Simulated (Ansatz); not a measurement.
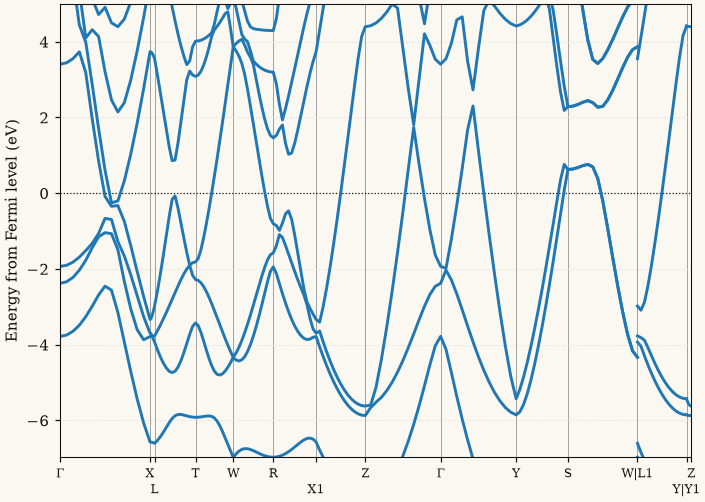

Band structure. Energies are counted from the Fermi level.

Structure: Ge, space group Imma, 2 atoms in the primitive cell; a = 3.91 Å, b = 3.91 Å, c = 3.91 Å, α = 100.77°, β = 94.74°, γ = 136.93°.

Computed with Ansatz 0.2.0: RPBE, Ansatz PAW, no spin polarisation, no spin-orbit coupling, 11×11×11 k mesh, 420 eV cutoff, Fermi-Dirac smearing of 0.05 eV.

Question: Is there a gap at the Fermi level?

Answer: A metal: bands cross the Fermi level along this path.

Question: Which levels at W lie nearest to the Fermi level?

Answer: At W the nearest levels lie 4.33 eV below and 3.86 eV above the Fermi level.

The PAW data sets were made with another functional. This isn't the form of Ge at room conditions, which is diamond. Bands are joined in order of energy, so crossings between the computed points show as kinks or gaps. In reduced coordinates of the cell that was run, X is (0.323, 0.323, −0.323), L is (0.295, 0.352, −0.295), T is (0, 0.5, 0), W is (0.25, 0.25, 0.25), R is (0.5, 0, 0), X1 is (0.677, −0.323, 0.323), Z is (0.5, −0.5, 0.5), Y is (−0.472, 0.472, 0.472), S is (0, 0, 0.5), L1 is (−0.295, 0.648, 0.295) and Y1 is (0.472, −0.472, 0.528).
